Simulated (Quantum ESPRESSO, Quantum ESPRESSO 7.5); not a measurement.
**1T-SnS2, 2 layers, AA stacking: a series in the share of short-range exact exchange**

Aim: how the results for 1T-SnS2, 2 layers, AA stacking change with the share of short-range exact exchange.

Main program and level: Quantum ESPRESSO 7.5; plane-wave DFT, PBE, SG15 norm-conserving pseudopotentials (geometry by pw.x at PBE-D3(BJ), GBRV ultrasoft).

**1. Set-up**

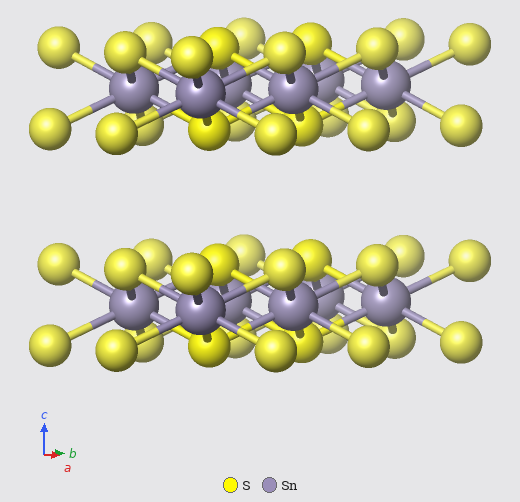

The starting structure, seen from the side, with the c axis up (sulfur yellow, tin purple). 1×2×1 cells are drawn. Some periodic images of atoms are drawn too.

The cell holds 6 atoms: 4 S and 2 Sn. Its edges and angles: a = 3.700 Å, b = 3.700 Å, c = 21.830 Å, α = 90.0°, β = 90.0°, γ = 120.0°. It derives from SnS2. Vacuum lies along c.

Set-up: Cell and atoms are relaxed under PBE-D3(BJ) (GBRV files) and held. Screened hybrids with norm-conserving files, screening 0.106 per bohr, fixed occupations, a 9×9×1 mesh with exchange on 3×3×1 q points. Levels count from the potential in the middle of the vacuum.

**2. Relaxing cell and ions of the reference**

What the set-up leaves free in this member is relaxed.

The input, ref.relax.in:

```
&control
  prefix = 'ref.relax'
  outdir = './out'
  pseudo_dir = './pseudo'
  nstep = 80
  forc_conv_thr = 0.0004
  calculation = 'vc-relax'
  etot_conv_thr = 1e-06
/
&system
  ibrav = 0
  nat = 6
  ntyp = 2
  ecutwfc = 50
  ecutrho = 250
  vdw_corr = 'grimme-d3'
  dftd3_version = 4
  occupations = 'smearing'
  smearing = 'fd'
  degauss = 0.004
/
&electrons
  conv_thr = 1e-09
  mixing_beta = 0.4
  electron_maxstep = 120
  mixing_mode = 'plain'
/
&ions
/
&cell
  cell_dofree = '2Dxy'
  press_conv_thr = 0.3
/
ATOMIC_SPECIES
  S   32.0600  s_pbe_v1.4.uspp.F.UPF
  Sn  118.7100  sn_pbe_v1.4.uspp.F.UPF
CELL_PARAMETERS angstrom
  3.70000000000000 0.00000000000000 0.00000000000000
  -1.85000000000000 3.20429399400242 0.00000000000000
  0.00000000000000 0.00000000000000 21.83033368530590
ATOMIC_POSITIONS crystal
  S   0.666666666700 0.333333333300 0.343558651375
  Sn  0.000000000000 0.000000000000 0.385133069541
  S   0.333333333300 0.666666666700 0.426707487707
  S   0.666666666700 0.333333333300 0.573292512293
  Sn  0.000000000000 0.000000000000 0.614866930459
  S   0.333333333300 0.666666666700 0.656441348625
K_POINTS automatic
  12 12 1 0 0 0
```

On the command line:

```sh
OMP_NUM_THREADS=1 mpirun -n 4 pw.x -nk 4 -in ref.relax.in > ref.relax.out
```

Output:

```text
Program PWSCF v.7.5 starts
[citation notice left out]

     Parallel version (MPI & OpenMP), running on       4 processor cores
     Number of MPI processes:                 4
     Threads/MPI process:                     1

     MPI processes distributed on     1 nodes
[...]
Current dimensions of program PWSCF are:
     Max number of different atomic species (ntypx) = 10
     Max number of k-points (npk) =  40000
     Max angular momentum in pseudopotentials (lmaxx) =  4
     Message from routine setup:
     using ibrav=0 with symmetry is DISCOURAGED, use correct ibrav instead

     K-points division:     npool     =       4
     Subspace diagonalization in iterative solution of the eigenvalue problem:
     a serial algorithm will be used

     G-vector sticks info
     --------------------
     sticks:   dense  smooth     PW     G-vecs:    dense   smooth      PW
     Sum         847     673    199               116757    83525   13415

     Using Slab Decomposition

     bravais-lattice index     =            0
     lattice parameter (alat)  =       6.9920  a.u.
     unit-cell volume          =    1746.5903 (a.u.)^3
     number of atoms/cell      =            6
     number of atomic types    =            2
     number of electrons       =        52.00
     number of Kohn-Sham states=           31
     kinetic-energy cutoff     =      50.0000  Ry
     charge density cutoff     =     250.0000  Ry
     scf convergence threshold =      1.0E-09
     mixing beta               =       0.4000
     number of iterations used =            8  plain     mixing
     energy convergence thresh.=      1.0E-06
     force convergence thresh. =      4.0E-04
     press convergence thresh. =      3.0E-01
     Exchange-correlation=  SLA  PW   PBX  PBC
                           (   1   4   3   4   0   0   0)
     nstep                     =           80

     celldm(1)=   6.991987  celldm(2)=   0.000000  celldm(3)=   0.000000
     celldm(4)=   0.000000  celldm(5)=   0.000000  celldm(6)=   0.000000

     crystal axes: (cart. coord. in units of alat)
               a(1) = (   1.000000   0.000000   0.000000 )
               a(2) = (  -0.500000   0.866025   0.000000 )
               a(3) = (   0.000000   0.000000   5.900090 )

     reciprocal axes: (cart. coord. in units 2 pi/alat)
               b(1) = (  1.000000  0.577350 -0.000000 )
               b(2) = (  0.000000  1.154701  0.000000 )
               b(3) = (  0.000000 -0.000000  0.169489 )

     PseudoPot. # 1 for S  read from file:
     ./pseudo/s_pbe_v1.4.uspp.F.UPF
     Pseudo is Ultrasoft + core correction, Zval =  6.0
     Generated by new atomic code, or converted to UPF format
     Using radial grid of  907 points,  6 beta functions with:
                l(1) =   0
                l(2) =   0
                l(3) =   1
                l(4) =   1
                l(5) =   2
                l(6) =   2
     Q(r) pseudized with  8 coefficients,  rinner =    1.300   1.300   1.300
                                                       1.300   1.300

     PseudoPot. # 2 for Sn read from file:
     ./pseudo/sn_pbe_v1.4.uspp.F.UPF
     Pseudo is Ultrasoft + core correction, Zval = 14.0
     Generated by new atomic code, or converted to UPF format
     Using radial grid of  891 points,  6 beta functions with:
                l(1) =   0
                l(2) =   0
                l(3) =   1
                l(4) =   1
                l(5) =   2
                l(6) =   2
     Q(r) pseudized with  8 coefficients,  rinner =    1.350   1.350   1.350
                                                       1.350   1.350

     atomic species   valence    mass     pseudopotential
     S                 6.00    32.06000     S ( 1.00)
     Sn               14.00   118.71000     Sn( 1.00)

     12 Sym. Ops., with inversion, found

   Cartesian axes

     site n.     atom                  positions (alat units)
         1        S      tau(   1) = (   0.5000000   0.2886751   2.0270270  )
         2        Sn     tau(   2) = (   0.0000000   0.0000000   2.2723198  )
         3        S      tau(   3) = (  -0.0000000   0.5773503   2.5176127  )
         4        S      tau(   4) = (   0.5000000   0.2886751   3.3824775  )
         5        Sn     tau(   5) = (   0.0000000   0.0000000   3.6277703  )
         6        S      tau(   6) = (  -0.0000000   0.5773503   3.8730632  )

     --------------------------------------------
     DFT-D3 Dispersion Correction (3-body terms):
     --------------------------------------------
       Reference C6 values for interpolation:

         atom   Coordination number   C6
         S          0.000           268.01
         S          0.995           261.99
         S          1.990           251.62
         Sn         0.000          1255.14
         Sn         0.951          1084.09
         Sn         1.950          1010.83
         Sn         2.926           818.29
         Sn         3.912           672.20

       Values used:

         atom   Coordination number  R0_AB[au]  C6      C8
         S          4.253            3.128    251.62  12327.25
         Sn         7.165            3.957    672.20  84369.06
         S          4.295            3.128    251.62  12327.25
         S          4.295            3.128    251.62  12327.25
         Sn         7.165            3.957    672.20  84369.06
         S          4.253            3.128    251.62  12327.25

         Molecular C6 ( Ry / a.u.^6 ) =     13276.96

     number of k points=    19  Fermi-Dirac smearing, width (Ry)=  0.0040
                       cart. coord. in units 2pi/alat
        k(    1) = (   0.0000000   0.0000000   0.0000000), wk =   0.0138889
        k(    2) = (   0.0000000   0.0962250   0.0000000), wk =   0.0833333
        k(    3) = (   0.0000000   0.1924501   0.0000000), wk =   0.0833333
        k(    4) = (   0.0000000   0.2886751   0.0000000), wk =   0.0833333
        k(    5) = (   0.0000000   0.3849002   0.0000000), wk =   0.0833333
        k(    6) = (   0.0000000   0.4811252   0.0000000), wk =   0.0833333
        k(    7) = (   0.0000000  -0.5773503   0.0000000), wk =   0.0416667
        k(    8) = (   0.0833333   0.1443376   0.0000000), wk =   0.0833333
        k(    9) = (   0.0833333   0.2405626   0.0000000), wk =   0.1666667
        k(   10) = (   0.0833333   0.3367877   0.0000000), wk =   0.1666667
[...]
k(   19) = (   0.3333333   0.5773503   0.0000000), wk =   0.0277778

     Dense  grid:   116757 G-vectors     FFT dimensions: (  36,  36, 216)

     Smooth grid:    83525 G-vectors     FFT dimensions: (  32,  32, 192)
[...]
0.00048491  -0.00000000   0.00000000           71.33       -0.00        0.00
  -0.00000000   0.00048491   0.00000000           -0.00       71.33        0.00
  -0.00000000  -0.00000000   0.00051102           -0.00       -0.00       75.17

     Energy error            =      3.0E-01 Ry
     Gradient error          =      1.3E-01 Ry/Bohr
     Cell gradient error     =      7.1E+01 kbar

     number of scf cycles    =   2
     number of bfgs steps    =   1

     enthalpy           old  =    -414.6439036383 Ry
     enthalpy           new  =    -414.9441708701 Ry

     CASE: enthalpy          _new < enthalpy          _old

     new trust radius        =       0.2478984914 bohr
     new conv_thr            =       0.0000000010 Ry

     new unit-cell volume =   1969.76180 a.u.^3 (   291.88858 Ang^3 )
     density =      2.08022 g/cm^3

CELL_PARAMETERS (angstrom)
   3.929280670   0.000000000   0.000000000
  -1.964640335   3.402856879   0.000000000
   0.000000000   0.000000000  21.830333685

ATOMIC_POSITIONS (crystal)
S                0.6666666667        0.3333333333        0.3317669831
Sn               0.0000000000        0.0000000000        0.3852290174
S                0.3333333333        0.6666666667        0.4385041048
S                0.6666666667        0.3333333333        0.5614958952
Sn               0.0000000000        0.0000000000        0.6147709826
S                0.3333333333        0.6666666667        0.6682330169

[...]
NEW-OLD atomic charge density approx. for the potential
     New effective cutoffs (rho, wfc):  248.97   49.89

     Check: negative core charge=   -0.000001

     negative rho (up, down):  4.202E-04 0.000E+00

     total cpu time spent up to now is       87.1 secs

     per-process dynamical memory:   124.7 Mb

     Self-consistent Calculation

     iteration #  1     ecut=    50.00 Ry     beta= 0.40
     Davidson diagonalization with overlap
     c_bands:  1 eigenvalues not converged
     c_bands:  1 eigenvalues not converged
     ethr =  1.00E-06,  avg # of iterations = 17.2

     negative rho (up, down):  3.923E-04 0.000E+00

     total cpu time spent up to now is       95.8 secs

     total energy              =    -415.05883285 Ry
     estimated scf accuracy    <       0.00831947 Ry

[...]
iteration # 13     ecut=    50.00 Ry     beta= 0.40
[...]
negative rho (up, down):  3.742E-04 0.000E+00

[...]
End of self-consistent calculation

[...]
the Fermi energy is     0.2251 ev

!    total energy              =    -415.06031502 Ry
     estimated scf accuracy    <          2.0E-12 Ry
     smearing contrib. (-TS)   =      -0.00004839 Ry
     internal energy E=F+TS    =    -415.06026663 Ry

     The total energy is F=E-TS. E is the sum of the following terms:
     one-electron contribution =   -1777.61162138 Ry
     hartree contribution      =     905.52979226 Ry
     xc contribution           =    -120.02445959 Ry
     ewald contribution        =     577.16128621 Ry
     DFT-D3 Dispersion         =      -0.11526414 Ry

     convergence has been achieved in  13 iterations

     negative rho (up, down):  3.742E-04 0.000E+00

     Forces acting on atoms (cartesian axes, Ry/au):

     atom    1 type  1   force =    -0.00000000   -0.00000000   -0.06599506
     atom    2 type  2   force =    -0.00000000    0.00000000   -0.00040654
     atom    3 type  1   force =    -0.00000000    0.00000000    0.06653770
     atom    4 type  1   force =     0.00000000   -0.00000000   -0.06653770
     atom    5 type  2   force =    -0.00000000   -0.00000000    0.00040654
     atom    6 type  1   force =     0.00000000    0.00000000    0.06599506

     Total force =     0.132535     Total SCF correction =     0.000004

     Computing stress (Cartesian axis) and pressure

     negative rho (up, down):  3.742E-04 0.000E+00
          total   stress  (Ry/bohr**3)                   (kbar)     P=       12.80
  -0.00000351   0.00000000   0.00000000           -0.52        0.00        0.00
   0.00000000  -0.00000351   0.00000000            0.00       -0.52        0.00
   0.00000000   0.00000000   0.00026800            0.00        0.00       39.42

     Energy error            =      1.2E-01 Ry
     Gradient error          =      6.7E-02 Ry/Bohr
     Cell gradient error     =      5.2E-01 kbar

     number of scf cycles    =   3
     number of bfgs steps    =   2

     enthalpy           old  =    -414.9441708701 Ry
     enthalpy           new  =    -415.0603150183 Ry

     CASE: enthalpy          _new < enthalpy          _old

     new trust radius        =       0.1917680349 bohr
     new conv_thr            =       0.0000000010 Ry

     new unit-cell volume =   2002.51548 a.u.^3 (   296.74218 Ang^3 )
     density =      2.04620 g/cm^3

CELL_PARAMETERS (angstrom)
   3.961814507   0.000000000   0.000000000
  -1.980907253   3.431032008   0.000000000
   0.000000000   0.000000000  21.830333685

ATOMIC_POSITIONS (crystal)
S                0.6666666667        0.3333333333        0.3271393567
Sn               0.0000000000        0.0000000000        0.3852266513
S                0.3333333333        0.6666666667        0.4431526492
S                0.6666666667        0.3333333333        0.5568473508
Sn              -0.0000000000        0.0000000000        0.6147733487
S                0.3333333333        0.6666666667        0.6728606433

[...]
NEW-OLD atomic charge density approx. for the potential
     New effective cutoffs (rho, wfc):  248.92   49.88

     negative rho (up, down):  3.802E-04 0.000E+00

     total cpu time spent up to now is      131.5 secs

     per-process dynamical memory:   124.7 Mb

[...]
!    total energy              =    -415.09408620 Ry
[...]
Total force =     0.062381     Total SCF correction =     0.000092
[...]
number of bfgs steps    =   3
[...]
new trust radius        =       0.1344727624 bohr
[...]
!    total energy              =    -415.10692822 Ry
[...]
Total force =     0.022515     Total SCF correction =     0.000054
[...]
number of bfgs steps    =   4
[...]
new trust radius        =       0.1268354087 bohr
[...]
!    total energy              =    -415.11878153 Ry
[...]
Total force =     0.011585     Total SCF correction =     0.000021
[...]
number of bfgs steps    =   5
[...]
new trust radius        =       0.2052189009 bohr
[...]
!    total energy              =    -415.15952624 Ry
[...]
Total force =     0.021356     Total SCF correction =     0.000062
[...]
number of bfgs steps    =  15
[...]
new trust radius        =       0.2298911694 bohr
[...]
!    total energy              =    -415.16231128 Ry
[...]
Total force =     0.017299     Total SCF correction =     0.000032
[...]
number of bfgs steps    =  16
[...]
new trust radius        =       0.2013266773 bohr
[...]
Self-consistent Calculation

     iteration #  1     ecut=    50.00 Ry     beta= 0.40
     Davidson diagonalization with overlap
     c_bands:  1 eigenvalues not converged
     c_bands:  1 eigenvalues not converged
     c_bands:  1 eigenvalues not converged
     ethr =  1.00E-06,  avg # of iterations = 18.6

     negative rho (up, down):  1.095E-04 0.000E+00

     total cpu time spent up to now is      729.8 secs

     total energy              =    -415.07305016 Ry
     estimated scf accuracy    <       0.18465551 Ry

     iteration #  2     ecut=    50.00 Ry     beta= 0.40
[...]
negative rho (u
[key lines of the parts left out:]
the Fermi energy is     1.1073 ev
convergence has been achieved in  15 iterations
```

The job ended after 16 min (4 MPI ranks of Arm Neoverse V2, shared host; peak memory 1 GiB; 64 min of CPU time).

Relaxation path:

| step | energy less that of the first step (eV) | largest force (eV/Å) | volume (Å³) |
| --- | --- | --- | --- |
| 1 | 0.0000 | 6.1404 | 258.82 |
| 2 | -4.0853 | 3.3778 | 278.68 |
| 3 | -5.6656 | 1.7108 | 291.89 |
| 4 | -6.1250 | 0.8098 | 296.74 |
| 5 | -6.2998 | 0.2929 | 295.79 |
| 6 | -6.4610 | 0.1776 | 289.95 |
| 7 | -6.6642 | 0.6458 | 276.65 |
| 8 | -6.8243 | 0.6783 | 262.58 |
| 9 | -6.8759 | 0.2359 | 257.31 |
| 10 | -6.8814 | 0.2174 | 258.44 |
| 11 | -6.8885 | 0.2080 | 259.04 |
| 12 | -6.9004 | 0.2305 | 259.43 |
| 13 | -6.9191 | 0.2804 | 259.55 |
| 14 | -6.9442 | 0.3220 | 259.32 |
| 15 | -6.9767 | 0.3492 | 258.54 |
| 16 | -7.0154 | 0.3428 | 257.02 |
| 17 | -7.0533 | 0.2691 | 254.31 |
| 18 | -7.0673 | 0.1102 | 251.99 |
| 19 | -7.0681 | 0.0348 | 251.61 |
| 20 | -7.0682 | 0.0065 | 251.60 |
| 21 | -7.0682 | 0.0034 | 251.62 |
| 22 | -7.0462 | 0.0034 | 251.62 |

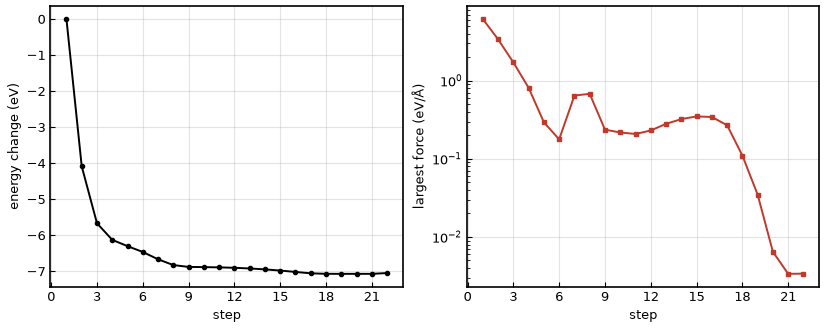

Energy and largest force along the relaxation.

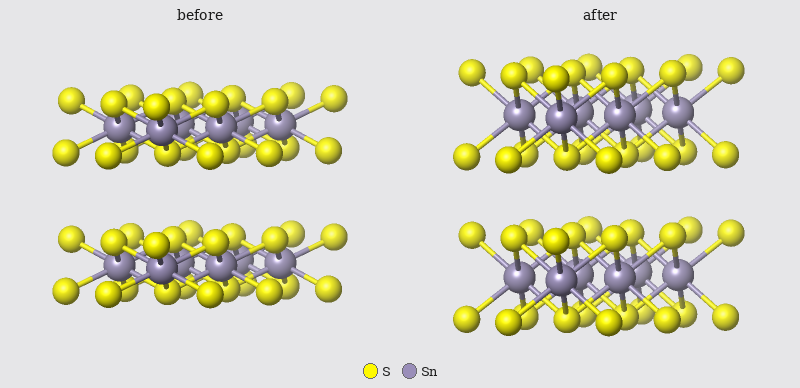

The structure before and after the relaxation, drawn at the same scale.

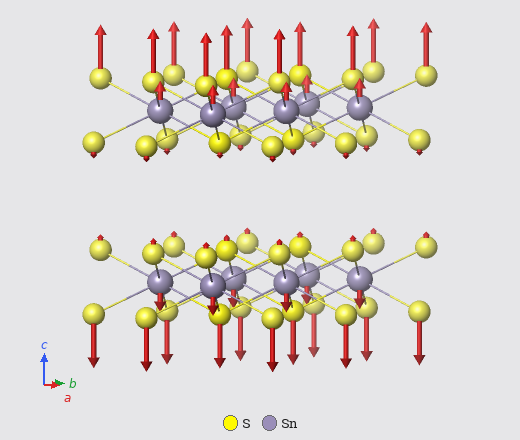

Displacements in the relaxation, exaggerated, measured against the changing cell; the longest in the cell stands for 1.02 Å. 1×2×1 cells are drawn. Some periodic images of atoms are drawn too.

| cell as run | before | after | change |
| --- | --- | --- | --- |
| a (Å) | 3.700 | 3.648 | -1.4 % |
| b (Å) | 3.700 | 3.648 | -1.4 % |

The atoms that moved most (Å, along periodic axes as changes of fractional coordinates times the final cell, across vacuum about the mean position):

| atom | dx | dy | dz | length |
| --- | --- | --- | --- | --- |
| S6 | 0.000 | 0.000 | 1.017 | 1.017 |
| S1 | 0.000 | 0.000 | -1.017 | 1.017 |
| Sn5 | 0.000 | 0.000 | 0.435 | 0.435 |
| Sn2 | 0.000 | 0.000 | -0.435 | 0.435 |
| S4 | 0.000 | 0.000 | -0.145 | 0.145 |
| S3 | 0.000 | 0.000 | 0.145 | 0.145 |

 The last row is no step: it is a fresh SCF in the final cell with a new plane-wave basis, +22 meV from the row before, a sign that the cell is biased by the basis (Pulay stress).

This step gave:

* free energy: -5648.5639 eV
* Fermi energy: 1.174 eV

[end of part 1 of 3]

[Logs are printed without paths, hosts, clocks, repeated set-up lines and the standing remarks that a program may print on its own settings, such as how far it seeks lower states.]

[Hosts, paths, dates, database ids (printed as entryN), source tags and the programs' standing remarks are cut or masked in the printed files.]

[Maps of the electrostatic potential energy from Ansatz leave out the sawtooth potential of an applied field or a dipole correction, so their vacuum need not be flat; planar profiles and work functions include it.]
